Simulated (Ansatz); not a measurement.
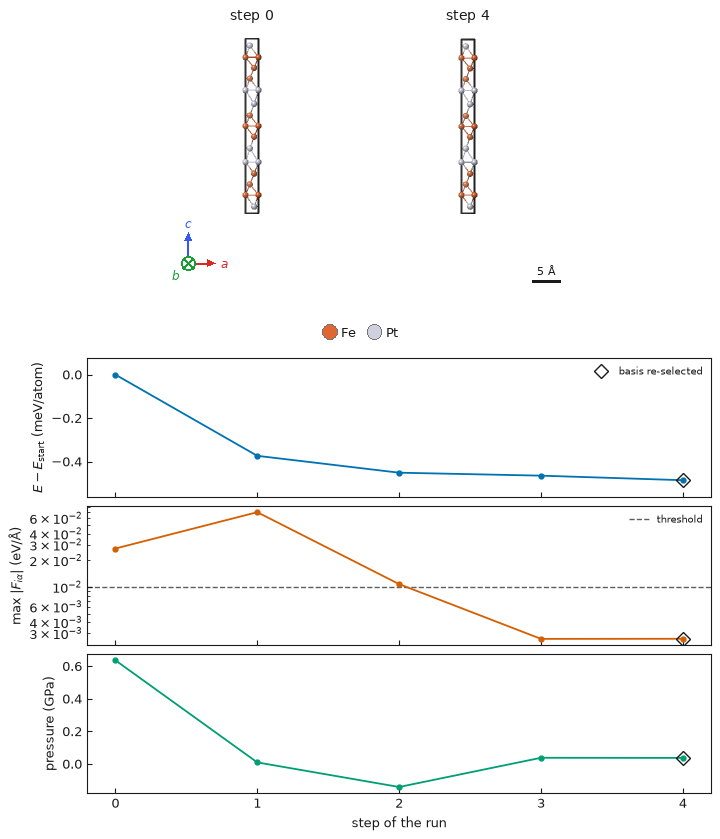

First and last geometry of a relaxation of a crystal of Fe3Pt2 (a generated structure, set up in R-3m), with the history of the run. The picture is a ball-and-stick view of the conventional cell (3 times the calculation's cell), seen along the b axis. Lengths and directions refer to the drawn axes.

All numbers below come from Ansatz 0.2.0, DFT PBE, scalar-relativistic, plane waves, PAW.

Input file:
```yaml
crystal:
  lattice:
    - [1.3666229173, 0.7890201092, 10.6105044043]
    - [-1.3666229173, 0.7890201092, 10.6105044043]
    - [0.0, -1.5780402183, 10.6105044043]
  atoms:
    - { symbol: Fe, position: [0.1058265565, 0.1058265565, 0.1058265565], spin: 3.05 }
    - { symbol: Fe, position: [0.8941734435, 0.8941734435, 0.8941734435], spin: 3.05 }
    - { symbol: Fe, position: [0.5, 0.5, 0.5], spin: 3.05 }
    - { symbol: Pt, position: [0.7059342214, 0.7059342214, 0.7059342214], spin: 0.29 }
    - { symbol: Pt, position: [0.2940657786, 0.2940657786, 0.2940657786], spin: 0.29 }
basis:
  ecutwfc: 420
kpoints:
  mp_grid: { grid: [18, 18, 18] }
hamiltonian:
  xc: pbe
scf:
  occupations: { method: gaussian, width: 0.1 }
output:
  forces: true
  stress: true
  eigenvalues: true
  populations: true
  write_density: true
  write_potential: true
  elf: true
  volumetric_format: npy
magnetization:
  spin_polarized: true
relax:
  adjacent_minimum: "off"
  f_tol: 0.01
  max_steps: 80
  cell: { stress_tol: 0.05 }
```

Command:
```bash
ansatz run input.yaml --threads 4 --pin off --max-ram 8192MiB --backend cpu --events-out ev --progress --plain --runs-dir out
```

Question: Read the history and describe the run.

Answer: It converged. After 3 accepted moves (4 points after the start) the energy has fallen by 0.5 meV per atom. The largest force component goes from 0.027 to 0.0026 eV/Å. Pressure: 0.64 GPa at the start and 0.04 GPa at the end. The SCF was repeated once at an unchanged geometry on a basis and grid sized afresh for the cell, which shifted the energy by less than 0.05 meV per atom at most. The largest moves relative to the cell, 0.004 Å, are those of Fe1, Fe2, Pt4 and Pt5. Fe1 goes along −c. By element the largest moves are Fe 0.004 Å, Pt 0.004 Å. Cell: a = b 2.733 → 2.743 Å (+0.4 %), c 31.832 → 31.697 Å (−0.4 %). Volume +0.3 %. Near-neighbour distances that change, for instance: Pt4–Pt5 2.956 → 2.944 Å, Fe1–Fe1 2.733 → 2.743 Å, Pt4–Pt4 2.733 → 2.743 Å. The space group stays R-3m (No. 166). Cost: 4.2 min on 4 threads of Intel(R) Xeon(R) 6975P-C (Granite Rapids), on a shared host, peak memory 3 GiB.

```
step  E − E(0), meV/atom  largest force component, eV/Å  pressure, GPa  volume, Å³/atom                      note
   0                0.00                         0.0272           0.64           13.729                          
   1               -0.37                         0.0701           0.01           13.770                          
   2               -0.45                         0.0108          -0.14           13.784                          
   3               -0.46                         0.0026           0.04           13.771                          
   4               -0.49                         0.0026           0.04           13.771  same geometry, new basis
```
